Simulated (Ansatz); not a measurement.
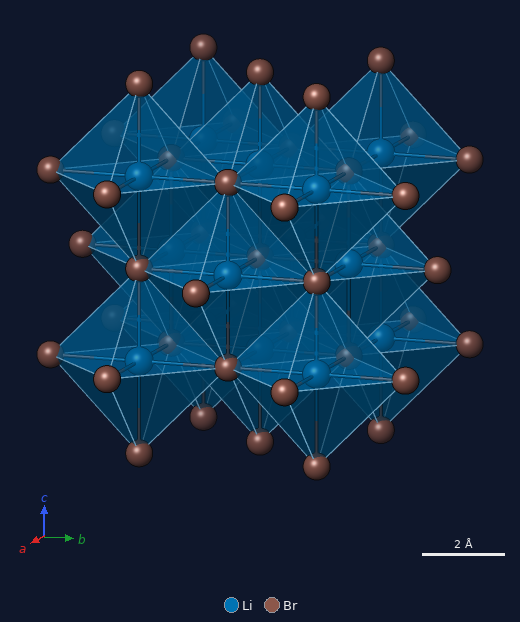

*The input geometry (polyhedral view of the cell 4 times as large as that of the calculation, set on its symmetry axes, seen slightly off an axis; polyhedra are completed across the faces of the cell). An atom can appear more than once, as a periodic image.*

# Single-point calculation, with input and output: LiBr

- system: LiBr (Fm-3m, 2 atoms in the cell)
- method: DFT, PBE, PAW with Ansatz's default frozen-core files, scalar-relativistic, no spin polarisation (Ansatz 0.2.0)

Its volume is 0.59 times that of the source entry. It belongs to a series of runs on one base structure; here: volume scaled by 0.591, to set the pressure.

The program's output
```
Engine: ansatz 0.2.0, aarch64-unknown-linux-gnu
Pseudopotentials: kind: paw
Pseudopotential: Li, paw, valence charge 3, recommended cutoff 420 eV (normal), Li.paw.azcp
Pseudopotential: Br, paw, valence charge 7, recommended cutoff 420 eV (normal), Br.paw.azcp
Functional definition: PBE
  parameter kappa = 0.804
  parameter beta = 0.06672455060314922
  exchange = pbe_x(kappa = kappa, mu = beta*pi^2/3)
  correlation = pbe_c(beta = beta)
Crystal: 2 atoms, lattice volume = 24.710 Å³
Basis set: ecut = 420 eV, 531 PW (Γ), exchange–correlation on 48×48×48 points (8 copies of the dense FFT grid, shifted against one another)
Bands: 9, of which v1, the nominal top of the filled ones, is band 5 counted from 1 (4 counted from 0)
Symmetry: 48 space group operations
Space group: Fm-3m (ITA 225), of the structure as read, at distance tolerance 2.9e-5 Å
k-points: 145 of 4096
Non-local potential: Li, projectors of the file, l = 0: 3, l = 1: 2, l = 2: 1
Non-local potential: Br, projectors of the file, l = 0: 2, l = 1: 2, l = 2: 2
PAW form: soft (Blöchl's): semilocal exchange-correlation on the pseudo side does not see the compensation charge
PAW one-centre angular grid: Li, 110 points (default); XC on 64 Gauss nodes
PAW one-centre angular grid: Br, 110 points (default); XC on 64 Gauss nodes
Initial density: superposition of atomic densities (neutral atoms: chi_scale 0, normalization atom), corrected by the library's trained network
Initial wavefunctions: pseudopotential atomic-orbital guess
Functional: x = pbe(κ = 0.804, μ = 0.2195149727645171), c = pbe(β = 0.06672455060314922)
SCF iter   1: F=—  HF=-2989.534018 eV  |F-HF|=—  |Δ(HF+E_count)|=         —  Δρ=8.51e-4  dr2=7.60e-5  ethr=1.77e-3  ⟨swp⟩=6.0  Hψ=9812  notcnv=0
preconditioner: auto → none  [insulator: Δε(μ)=5.498 eV  Ē_g=15.777 eV  σ=0.080 eV  W_gap=1.00  n_scr=0 (ndim 8)  ℏωp=21.1 eV  f_vac=0.000  D(μ)=0.00/eV (n_scr^D=0)  ε∞_Penn≈2.8]
SCF iter   2: F=—  HF=-2989.534155 eV  |F-HF|=—  |Δ(HF+E_count)|=   1.37e-4  Δρ=5.81e-4  dr2=6.67e-5  ethr=7.60e-7  ⟨swp⟩=3.4  Hψ=3741  notcnv=0
SCF iter   3: F=—  HF=-2989.534172 eV  |F-HF|=—  |Δ(HF+E_count)|=   1.65e-5  Δρ=2.81e-4  dr2=9.90e-6  ethr=6.67e-7  ⟨swp⟩=2.1  Hψ=1878  notcnv=0
SCF iter   4: F=—  HF=-2989.534191 eV  |F-HF|=—  |Δ(HF+E_count)|=   1.93e-5  Δρ=8.61e-5  dr2=2.21e-6  ethr=9.90e-8  ⟨swp⟩=2.0  Hψ=1885  notcnv=0
SCF iter   5: F=—  HF=-2989.534190 eV  |F-HF|=—  |Δ(HF+E_count)|=   9.23e-7  Δρ=2.38e-5  dr2=1.76e-7  ethr=2.21e-8  ⟨swp⟩=2.6  Hψ=1965  notcnv=0
SCF iter   6: F=-2989.534190 eV  HF=-2989.534190 eV  |F-HF|=1.05e-8  |Δ(HF+E_count)|=   7.50e-8  Δρ=6.57e-6  dr2=1.36e-8  ethr=1.00e-9  ⟨swp⟩=9.5  Hψ=8326  notcnv=0
SCF 1 converged in 6 iterations: F = -2989.534190 eV  dr2 = 1.36e-8
  greatest PAW one-centre occupation: 1.000 electrons in one spin orbital (limit 2), on the Li atom at site 0 (counted from 0), in its partial waves of l = 0
SCF converged after 6 iterations
Free energy (F): -2989.534190 eV
Harris-Foulkes:  -2989.534190 eV  (|F-HF|=1.05e-8)
Internal energy: -2989.534190 eV  (E = F + TS)
E sigma→0 (E₀):  -2989.534190 eV
Fermi energy:    11.166198 eV
--- Per-component energies (eV) ---
  E_band       = -52.968698
  E_kinetic    = 166.128750
  E_local      = -212.970929  (includes V_loc(G=0)·N_el)
  E_nonlocal   = 39.183241
  E_hartree    = 51.469263
  E_xc         = -280.174422
  E_vxc        = -123.900282  (∫ρ·V_xc dr)
  E_paw        = -2267.808196  (= ΣΔE_a)
  E_vpaw       = -24.346967  (= ΣTr[D̂ρ^β])
  E_aug_tail   = 0.000007  (compensation charges beyond the density's cutoff)
  E_ewald      = -485.361903
  E_smearing   = -0.000000  (= −TS)
  E_closure    = 0.000000  (closes the sum)
  Σ components = -2989.534190   (vs F -2989.534190, Δ=0.00e0)
--- Forces (eV/Å), atoms counted from 1 ---
  atom   1  Li    -0.00000000     0.00000000     0.00000000
  atom   2  Br     0.00000000    -0.00000000     0.00000000
  max |Σ_I F_I| component: 7.72e-30 eV/Å
--- Stress (GPa, compression-positive) ---
       42.591600      -0.000000       0.000000
        0.000000      42.591600       0.000000
        0.000000       0.000000      42.591600
  P = ⅓ Tr σ = 42.5916 GPa (425.916 kbar)
--- Band table (eV; the first three rows and the last of 145) ---
  k-point 0: bands = ["-36.1942", "-7.9357", "8.2906", "8.2906", "8.2906", "16.8488", "18.8076", "18.8076", "18.8076"]
  k-point 1: bands = ["-36.1936", "-7.8926", "7.9703", "8.2611", "8.2611", "16.9711", "18.5904", "18.9022", "18.9022"]
  k-point 2: bands = ["-36.1919", "-7.7661", "7.1490", "8.1804", "8.1804", "16.7617", "18.8008", "18.9617", "18.9617"]
  k-point 144: bands = ["-36.1735", "-5.7185", "3.3750", "3.3750", "5.7671", "17.6477", "18.2071", "18.9463", "18.9463"]
```

File rho_z.tsv
```
# z_ang	rho[e/angstrom^3]
# format = ansatz-planar-average/11
# lattice	0.000000000	2.311799051	2.311799051
# lattice	2.311799051	0.000000000	2.311799051
# lattice	2.311799051	2.311799051	0.000000000
# sites	2
# site	3	0.000000000	0.000000000	0.000000000
# site	35	2.311799051	2.311799051	2.311799051
0.000000	4.963845e-1
0.136224	4.649446e-1
0.272448	3.910174e-1
0.408672	3.200470e-1
0.544896	2.899713e-1
0.681120	3.085078e-1
0.817344	3.555755e-1
0.953568	4.048684e-1
1.089793	4.411651e-1
1.226017	4.610668e-1
1.362241	4.680221e-1
1.498465	4.686902e-1
1.634689	4.683625e-1
1.770913	4.686902e-1
1.907137	4.680221e-1
2.043361	4.610668e-1
2.179585	4.411651e-1
2.315809	4.048684e-1
2.452033	3.555755e-1
2.588257	3.085078e-1
2.724481	2.899713e-1
2.860705	3.200470e-1
2.996929	3.910174e-1
3.133154	4.649446e-1
```

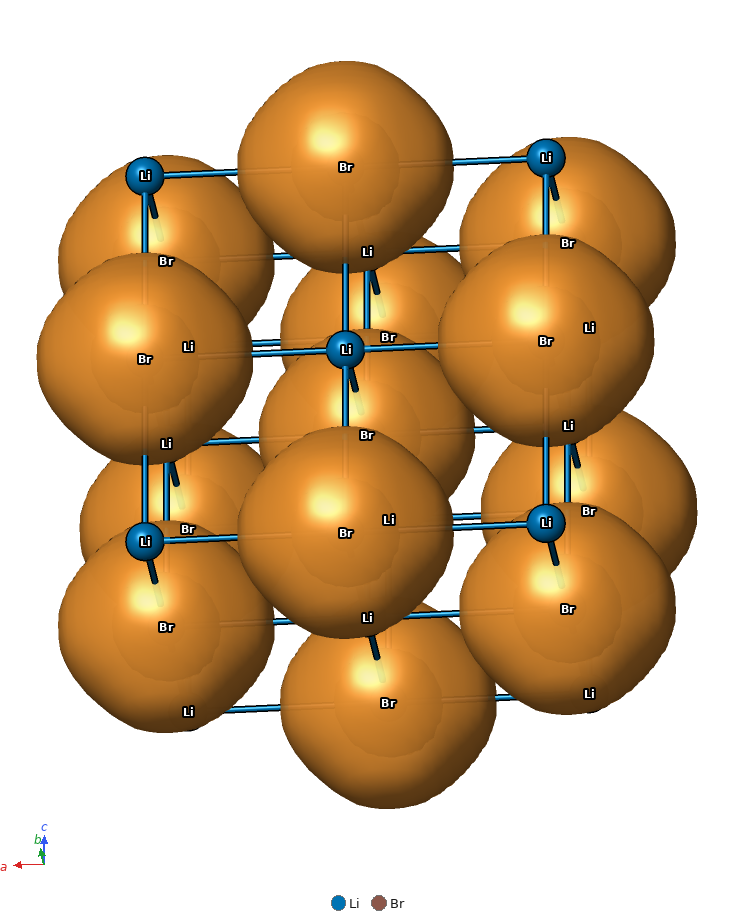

*Isosurface of the electron localisation function at 0.7 (orange), seen at an oblique angle. Core shells and regions of very low density are left out. Sticks mark near contacts. The outline is the cell set on symmetry axes.*

Profiles from the grid: Li–Br (2.31 Å): the ELF is about 0.80 at the midpoint. In a PAW calculation such maps are meaningful between the atoms, not at the nuclei.

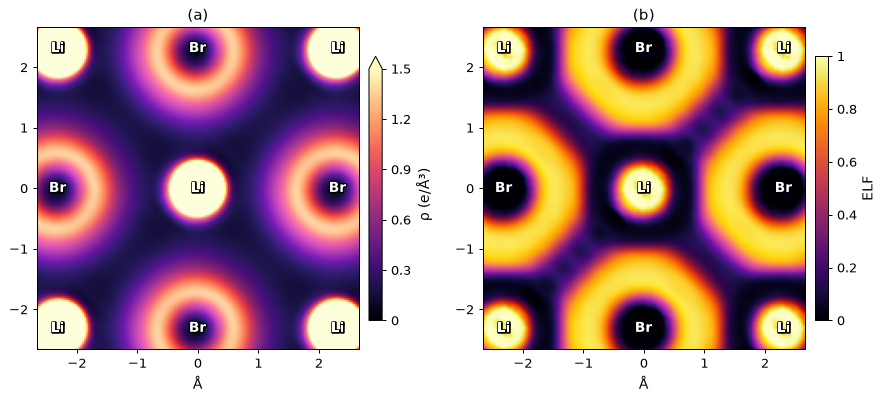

*(a) valence charge density (pseudo); (b) electron localisation function on the (100) plane of the conventional cell.*

Li–Br (2.31 Å): ρ at the midpoint is about 0.42 e/Å³; the ELF is about 0.80 at the midpoint. Away from the nuclei the density in this plane falls to 0.11 e/Å³ at its lowest. The strong features right at Li lie inside the PAW spheres (semicore, d or f shells) and say nothing about bonding.

The run was set up as follows.

Input file
```yaml
crystal:
  lattice:
    - [0.0, 2.3117990514, 2.3117990514]
    - [2.3117990514, 0.0, 2.3117990514]
    - [2.3117990514, 2.3117990514, 0.0]
  atoms:
    - { symbol: Li, position: [0.0, 0.0, 0.0] }
    - { symbol: Br, position: [0.5, 0.5, 0.5] }
kpoints:
  mp_grid: { grid: [16, 16, 16] }
scf:
  occupations: { method: fermi_dirac, width: 0.08 }
hamiltonian:
  xc: pbe
  pseudopotentials: { kind: paw }
output:
  forces: true
  stress: true
  eigenvalues: true
  write_density: true
  write_potential: true
  elf: true
  volumetric_format: npy
```

Command:
```bash
ansatz run input.yaml --threads 1 --pin off --max-ram 3584MiB --backend cpu --events-out ev --progress --plain --runs-dir out
```

Summary

- outcome: converged
- space group (tolerance 0.01 Å): Fm-3m (225)
- electrons treated: 10
- free energy: −2989.5342 eV
- Fermi energy: 11.166 eV
- gap on the k-point mesh: 5.50 eV
- pressure: 42.59 GPa
- largest force (length of the vector): under 0.001 eV/Å
- hardware: 1 thread of Arm Neoverse V1, 24 GiB of memory available, shared host
- wall time: 3.6 s
- peak memory: 0.31 GiB

Notes

The cell is under a pressure of 43 GPa at this level, so it is not at its equilibrium volume.
